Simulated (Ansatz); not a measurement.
# A series of single points on Hf

System: Hf (Im-3m, 1 atom in the cell).
Method: DFT PBE, scalar-relativistic, plane waves, PAW, no spin polarisation (Ansatz 0.2.0).

The 5 runs differ only in the geometry, by an even scaling of the cell at fixed fractional positions. The structure derives from an entry of the Crystallography Open Database.

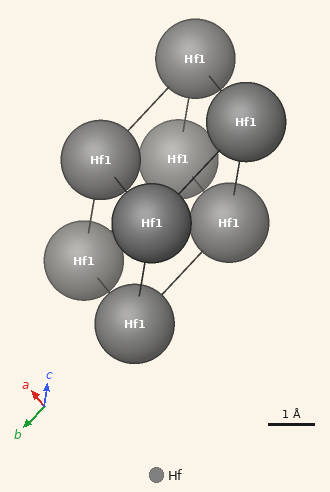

Figure 1. The structure of run 3 (spheres-only view of the cell of the calculation, seen at an oblique angle; atoms are numbered from 1 in the order of the input).

**Input of run 3**
```yaml
crystal:
  lattice:
    - [-1.82974655, 1.82974655, 1.82974655]
    - [1.82974655, -1.82974655, 1.82974655]
    - [1.82974655, 1.82974655, -1.82974655]
  atoms:
    - { symbol: Hf, position: [0.0, 0.0, 0.0] }
basis:
  ecutwfc: 420
kpoints:
  mp_grid: { grid: [16, 16, 16] }
hamiltonian:
  xc: pbe
scf:
  occupations: { method: gaussian, width: 0.1 }
output:
  forces: true
  stress: true
  eigenvalues: true
```

Command:
```bash
ansatz run input.yaml --threads 1 --pin off --max-ram 1331MiB --backend cpu --events-out ev --progress --plain --runs-dir out
```

Lattice vectors (Å) and fractional positions of run 3:
```
  -1.829747    1.829747    1.829747
   1.829747   -1.829747    1.829747
   1.829747    1.829747   -1.829747
Hf  0.000000  0.000000  0.000000
```

Run 4 differs from it as follows:
```diff
-    - [-1.82974655, 1.82974655, 1.82974655]
-    - [1.82974655, -1.82974655, 1.82974655]
-    - [1.82974655, 1.82974655, -1.82974655]
+    - [-1.84072095, 1.84072095, 1.84072095]
+    - [1.84072095, -1.84072095, 1.84072095]
+    - [1.84072095, 1.84072095, -1.84072095]
```

**Results, with one run withheld**

| run | volume per atom (Å³) | free energy per atom, from the lowest run given (meV) | pressure (GPa) |
| --- | --- | --- | --- |
| 1 | 22.889 | 0.00 | −2.67 |
| 2 | 24.386 | 50.18 | −7.81 |
| 3 | 24.504 | 56.02 | −8.15 |
| 4 | 24.947 | ? | ? |
| 5 | 24.995 | 83.10 | −9.49 |

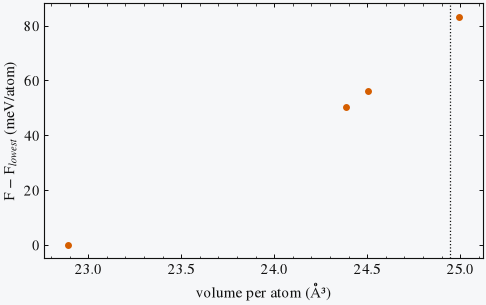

Figure 2. Free energy per atom of the runs given; the dotted line marks run 4.

Fit the runs given and predict run 4.

A quadratic polynomial in V^(−2/3) (the Birch–Murnaghan form), fitted to the 4 runs given, misses them by at most 0.02 meV per atom. With x = V^(−2/3) − 0.11962 Å⁻², it reads F = 40.099 − 13570 x + 1.019e+06 x² (meV per atom). At run 4 it gives 80.28 meV per atom, and the run itself gives 80.29. The slope of the fit gives a pressure −dF/dV of −9.35 GPa there, and the run prints −9.37 GPa. The fit has no minimum inside this range.

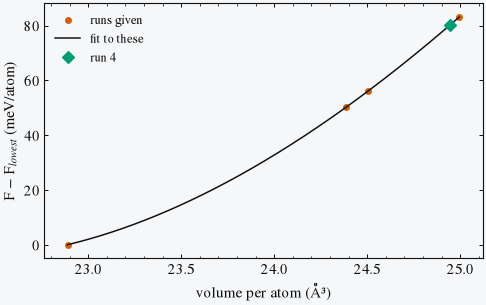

Figure 3. The fit and the withheld run.

**Output, shortened to warnings, some set-up lines, iterations and results (run 4)**
```
Basis set: ecut = 420 eV, 459 PW (Γ), exchange–correlation on 48×48×48 points (8 copies of the dense FFT grid, shifted against one another)
Symmetry: 48 space group operations
k-points: 145 of 4096
Initial density: superposition of atomic densities (neutral atoms: chi_scale 0, normalization atom), corrected by the library's trained network
[...]
SCF iter   1: F=—  HF=-15721.102737 eV  |F-HF|=—  |Δ(HF+E_count)|=         —  Δρ=2.07e-3  dr2=5.38e-4  ethr=1.77e-3  ⟨swp⟩=4.6  Hψ=10286  notcnv=0
SCF iter   2: F=—  HF=-15721.102720 eV  |F-HF|=—  |Δ(HF+E_count)|=   1.62e-5  Δρ=1.28e-3  dr2=2.34e-4  ethr=2.07e-6  ⟨swp⟩=2.0  Hψ=4090  notcnv=0
SCF iter   3: F=—  HF=-15721.102768 eV  |F-HF|=—  |Δ(HF+E_count)|=   4.77e-5  Δρ=1.94e-4  dr2=6.53e-6  ethr=8.99e-7  ⟨swp⟩=1.8  Hψ=2692  notcnv=0
SCF iter   4: F=—  HF=-15721.102764 eV  |F-HF|=—  |Δ(HF+E_count)|=   4.13e-6  Δρ=1.09e-4  dr2=1.79e-6  ethr=2.51e-8  ⟨swp⟩=2.1  Hψ=4344  notcnv=0
SCF iter   5: F=—  HF=-15721.102763 eV  |F-HF|=—  |Δ(HF+E_count)|=   7.08e-7  Δρ=4.66e-5  dr2=3.38e-7  ethr=6.88e-9  ⟨swp⟩=2.0  Hψ=3575  notcnv=0
SCF iter   6: F=-15721.102763 eV  HF=-15721.102763 eV  |F-HF|=1.05e-8  |Δ(HF+E_count)|=   5.53e-9  Δρ=1.30e-5  dr2=2.82e-8  ethr=3.85e-10  ⟨swp⟩=5.0  Hψ=9548  notcnv=0
SCF 1 converged in 6 iterations: F = -15721.102763 eV  dr2 = 2.82e-8
SCF converged after 6 iterations
Free energy (F): -15721.102763 eV
Harris-Foulkes:  -15721.102763 eV  (|F-HF|=1.05e-8)
Internal energy: -15721.091038 eV  (E = F + TS)
E sigma→0 (E₀):  -15721.096901 eV
Entropy (-TS):   -0.011725 eV (-11.725 meV/atom)
Fermi energy:    17.317979 eV
--- Per-component energies (eV) ---
  E_band       = -28.169342
  E_kinetic    = 420.526024
  E_local      = -5356.298468  (includes V_loc(G=0)·N_el)
  E_nonlocal   = -1244.905059
  E_hartree    = 2496.148546
  E_xc         = -298.552272
  E_vxc        = -264.150207  (∫ρ·V_xc dr)
  E_paw        = -6926.731662  (= ΣΔE_a)
  E_vpaw       = 1424.374576  (= ΣTr[D̂ρ^β])
  E_aug_tail   = -0.000001  (compensation charges beyond the density's cutoff)
  E_ewald      = -4811.278147
  E_smearing   = -0.011725  (= −TS)
  E_closure    = 0.000000  (closes the sum)
  Σ components = -15721.102763   (vs F -15721.102763, Δ=0.00e0)
--- Forces (eV/Å), atoms counted from 1 ---
  atom   1  Hf     0.00000000    -0.00000000     0.00000000
  max |Σ_I F_I| component: 4.08e-30 eV/Å
--- Stress (GPa, compression-positive) ---
       -9.368542      -0.000000      -0.000000
        0.000000      -9.368542      -0.000000
        0.000000       0.000000      -9.368542
  P = ⅓ Tr σ = -9.3685 GPa (-93.685 kbar)
```

Notes: Spin–orbit coupling is left out, which matters for Hf.
